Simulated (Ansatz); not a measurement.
**MgO: density, localisation and related maps**

Input file:

```
crystal:
  lattice:
    - [3.6445625691, 0.0, 0.0]
    - [-1.8222812846, 3.1562837705, 0.0]
    - [0.0, 0.0, 3.9426256573]
  atoms:
    - { symbol: Mg, position: [0.6778828062, 0.3333333333, 0.75] }
    - { symbol: Mg, position: [0.3445494728, 0.6666666667, 0.25] }
    - { symbol: O, position: [0.6496275848, 0.3333333333, 0.25] }
    - { symbol: O, position: [0.3162942515, 0.6666666667, 0.75] }
basis:
  ecutwfc: 520.0
kpoints:
  mp_grid: { grid: [9, 9, 6] }
hamiltonian:
  xc: pbe
  pseudopotentials: { kind: paw, azcp: { folder: soft_1 } }
scf:
  occupations: { method: gaussian, width: 0.05 }
output:
  forces: true
  stress: true
  eigenvalues: true
  write_density: true
  write_potential: true
  elf: true
  volumetric_format: npy
```

Command:

```sh
ansatz run input.yaml --threads 1 --pin off --max-ram 2048MiB --backend cpu --events-out ev --progress --plain --runs-dir out
```

Below, planes, directions and counts refer to the conventional cell (a = 3.94 Å, b = 6.31 Å, c = 3.64 Å, α = 90.00°, β = 90.00°, γ = 90.00°).

Space group Ama2; a structure from a database of computed crystals, not necessarily the ambient phase; changed on purpose from its base cell (mode 8 frozen in at -0.060 Å, strain +e along z and -e/2 along x and y -0.0700); not relaxed (largest force 0.5 eV/Å); computed pressure about 5 GPa in this cell; PAW files of the earlier set (soft_1).

All numbers below come from Ansatz 0.2.0, DFT PBE, scalar-relativistic, plane waves, PAW.

The density is the valence pseudo-density of a PAW calculation; it isn't the true density close to the nuclei.

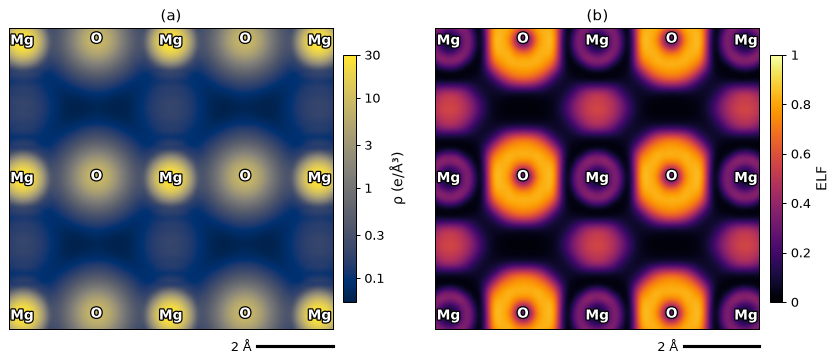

Figure 1. (a) valence charge density (pseudo); (b) ELF on the (011) plane of the conventional cell.

Question: Interpret the plot.

Answer: Atoms in the plane: Mg and O. Mg–O (1.97 Å): the density is about 0.45 e/Å³ at the midpoint; the ELF peaks at about 0.85 in the valence shell of O, 0.7 Å from its nucleus, and is about 0.35 at the midpoint (a largely ionic contact). Between the atoms the lowest density in this plane is 0.05 e/Å³.

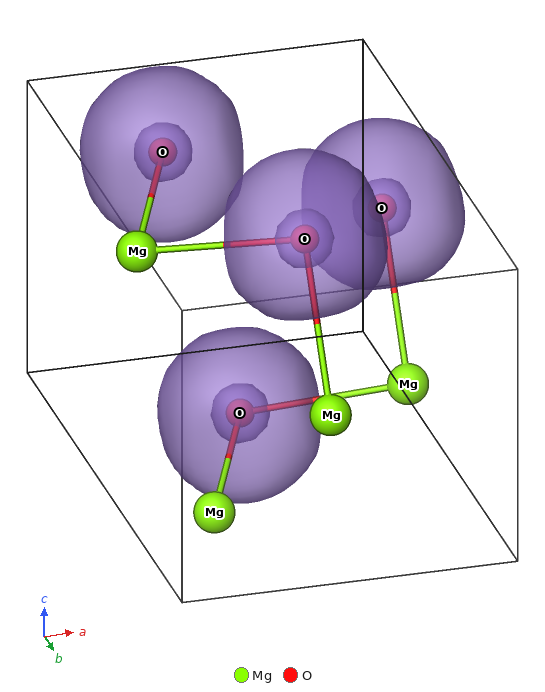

Figure 2. Isosurface of the electron localisation function at 0.65 (purple), seen at an oblique angle. Core shells and regions of very low density are left out. Sticks mark near contacts.

Question: Where are the electrons localised?

Answer: The ELF exceeds this value in four regions wrapped around O (the valence shell of each), counted in one cell of 8 atoms. Regions shared between cells count once.


 Mg–O (2.02 Å): the ELF peaks at about 0.80 in the valence shell of O, 0.6 Å from its nucleus, and is about 0.35 at the midpoint: a closed-shell, largely ionic contact.

Question: Metal or insulator at this level of theory?

Answer: It is gapped, with a Kohn–Sham gap of 3.4 eV on the k-point mesh, an upper bound to the gap of this method.
